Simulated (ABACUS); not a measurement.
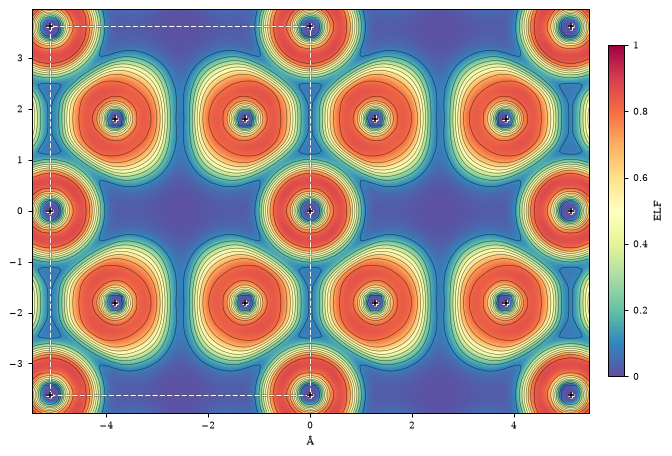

The ELF on a plane through atoms (crosses mark nuclei in the plane).

Level of theory: Kohn-Sham DFT of a periodic cell, PBE, PseudoDojo NC SR 0.4.1 PBE standard in ABACUS.

Candidates:
A. HfO$_{2}$, a = 5.12 Å, b = 5.12 Å, c = 5.12 Å, α = 90.00°, β = 90.00°, γ = 90.00°. Space group Fm-3m; computed pressure about −3 GPa in this cell.
B. Ca, a = 5.59 Å, b = 5.59 Å, c = 5.59 Å, α = 90.00°, β = 90.00°, γ = 90.00°. Space group Fm-3m.
C. Al$_{2}$O$_{3}$, a = 4.76 Å, b = 4.76 Å, c = 5.13 Å, α = 62.36°, β = 62.36°, γ = 60.00°. Space group P1; changed on purpose from its base cell (atoms moved at random by about 0.05 A); not relaxed (largest force 1.3 eV/Å); computed pressure about 7 GPa in this cell.

**Which candidate gave the map?**

Candidate A: HfO$_{2}$ on the (101) plane of the conventional cell, which holds Hf and O. Hf–O (2.21 Å): the ELF peaks at about 0.85 in the valence shell of O, 0.6 Å from its nucleus, and drops to about 0.15 between the two atoms (no shared electron pair shows on this line).
